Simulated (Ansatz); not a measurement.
System: Be, space group Im-3m (No. 229).

Starting cell:
```
CELL_PARAMETERS angstrom
-1.25312 1.25312 1.25312
1.25312 -1.25312 1.25312
1.25312 1.25312 -1.25312
ATOMIC_POSITIONS crystal
Be 0.00000 0.00000 0.00000
```

One of the inputs:
```
crystal:
  lattice:
    - [-1.2531209513, 1.2531209513, 1.2531209513]
    - [1.2531209513, -1.2531209513, 1.2531209513]
    - [1.2531209513, 1.2531209513, -1.2531209513]
  atoms:
    - { symbol: Be, position: [0.0, 0.0, 0.0] }
kpoints:
  mp_grid: { grid: [23, 23, 23] }
  band_path:
    path:
      - [0.0, 0.0, 0.0]
      - [0.5, -0.5, 0.5]
      - [0.0, 0.0, 0.5]
      - [0.0, 0.0, 0.0]
      - [0.25, 0.25, 0.25]
      - [0.5, -0.5, 0.5]
      - [0.25, 0.25, 0.25]
      - [0.0, 0.0, 0.5]
    npoints: 14
scf:
  occupations: { method: fermi_dirac, width: 0.03 }
hamiltonian:
  xc: pbe
  pseudopotentials: { kind: paw }
output:
  forces: true
  stress: true
  eigenvalues: true
  efg: { contact_densities: true }
  populations: true
  bader: true
  dos: { projected: true, de: 0.2, e_range: [-14, 8] }
  write_density: true
  write_potential: true
  elf: true
  volumetric_format: npy
```

Run as:
```bash
ansatz run input.yaml --threads 1 --pin off --max-ram 2048MiB --backend cpu --events-out ev --progress --plain --runs-dir out
```

Method: periodic Kohn-Sham DFT of a crystal at fixed atoms, scaled to the stated factor times the given cell; pressure positive in compression (Ansatz 0.2.0). Level: PBE.

method frozen-core PAW; relativity scalar; k mesh 23×23×23; occupations Fermi–Dirac; smearing width 0.03 eV; wave cutoff 420 eV; PAW set soft_2.

V(given) is 7.87 Å³/atom.

What does the calculation give for the pressure against V/V(given)? The V/V(given) takes the values 0.941, 0.970, 1.000, 1.030, 1.060.

The pressure falls from 7.4 GPa at V/V(given) 0.941 to −7.3 GPa at 1.060, and changes sign near 0.993. The volume at zero pressure from a fit of the pressures is 7.82 Å³/atom. The bulk modulus from that fit is 125 GPa.

```
V/V(given)  pressure (GPa)
     0.941             7.4
     0.970             3.0
     1.000            -0.9
     1.030            -4.3
     1.060            -7.3
```

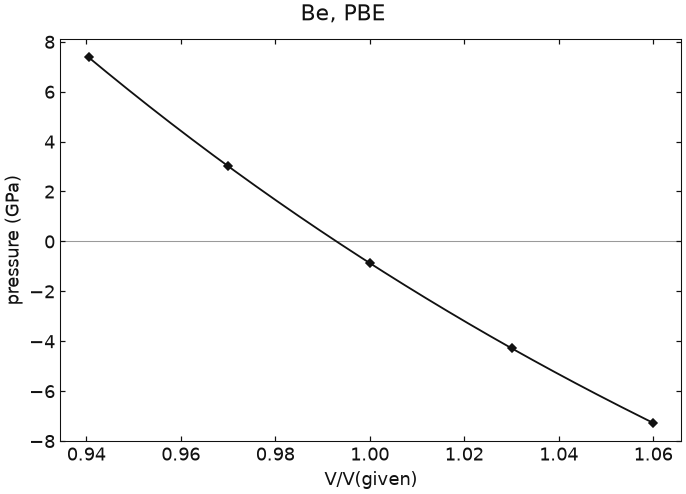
